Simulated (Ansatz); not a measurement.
System: Ta, space group Fm-3m (No. 225), 3 atoms in the cell.

```
Ta
1.0
     0.00000    3.17979    3.17979
     3.17979    0.00000    3.17979
     3.17979    3.17979    0.00000
Ta
3
Direct
  0.25000 0.25000 0.25000
  0.75000 0.75000 0.75000
  0.50000 0.50000 0.50000
```

Ansatz; DFT PBE, scalar-relativistic, plane waves, PAW, no spin polarisation, 12×12×12 k mesh, 420 eV cutoff, Gaussian smearing of 0.1 eV.

What does the calculation give for the electronic structure? The path is Γ–X–U|K–Γ–L–W–X.

A metal: 2 bands cross the Fermi level along this path. At L the nearest levels lie 0.12 eV below and 1.04 eV above the Fermi level. The density of states at the Fermi level is about 3 per eV and cell (mean within 0.25 eV), or 1 per atom. By projected weight, the states within 0.3 eV of the Fermi level are Ta 5d almost alone.

The structure is an invented one, so it need not be a known or stable phase. Spin-orbit coupling is left out, which matters for Ta.

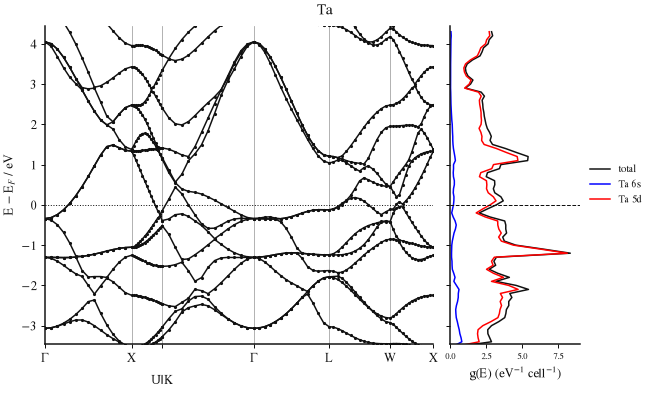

Band structure and density of states. Energies are counted from the Fermi level. The partial curves are projected on Löwdin-orthogonalised atomic shells.
